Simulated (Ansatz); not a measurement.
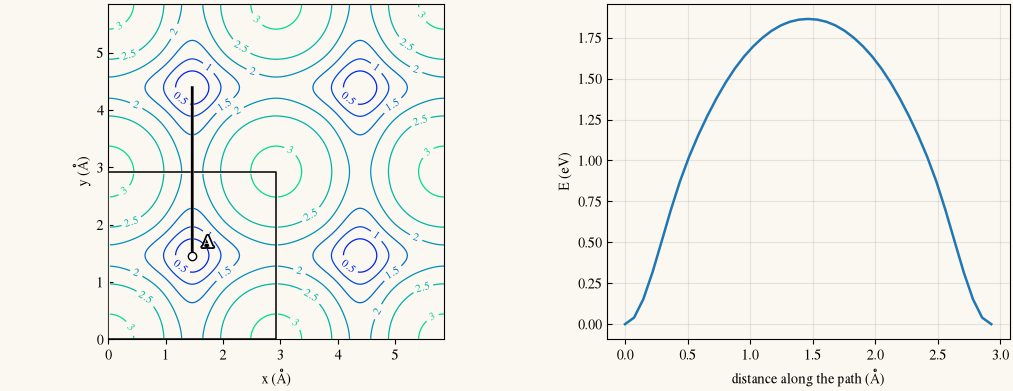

CH on a Ta(100) slab cut from the Fm-3m phase, its upper half relaxed before the scan (12 atoms of substrate and one adsorbate in a 2 × 2 cell). CH is moved over the surface cell; relaxed at each place: the height of the adsorbate's atoms; substrate rigid; the origin of the map has the adsorbate above Ta9. Places are given modulo a cell vector. The map is drawn in real space over the plane of the surface. Grid: 6 × 6 points; 10 points were computed and 26 follow by symmetry. Places are given in fractions of the 1 × 1 surface cell. All energies are given in eV relative to the lowest grid point. The calculation used DFT LDA, scalar-relativistic, plane waves, PAW (Ansatz 0.2.0). Settings: cutoff 420 eV, k-mesh 5×5×1, gaussian smearing 0.1 eV, spin-polarised.

Drawn: contour lines labelled in eV, a line along the lowest path, the outline of one cell of the 2 × 2 shown, the energy along the path at the right, the start A. Between grid points the surface is interpolated.

Describe the path and its barrier.

The easiest path leads from the well at a fourfold hollow over a second-layer Ta atom, (3/6, 3/6) of the cell vectors to its copy one period on. Its highest point lies about 1.9 eV above the bottom of the first well on the interpolated surface, at a bridge site between two Ta atoms, (3/6, 0/6) of the cell vectors. This is the barrier on the constrained surface; relaxing the other coordinates would change it.

PAW datasets: the set soft_1.
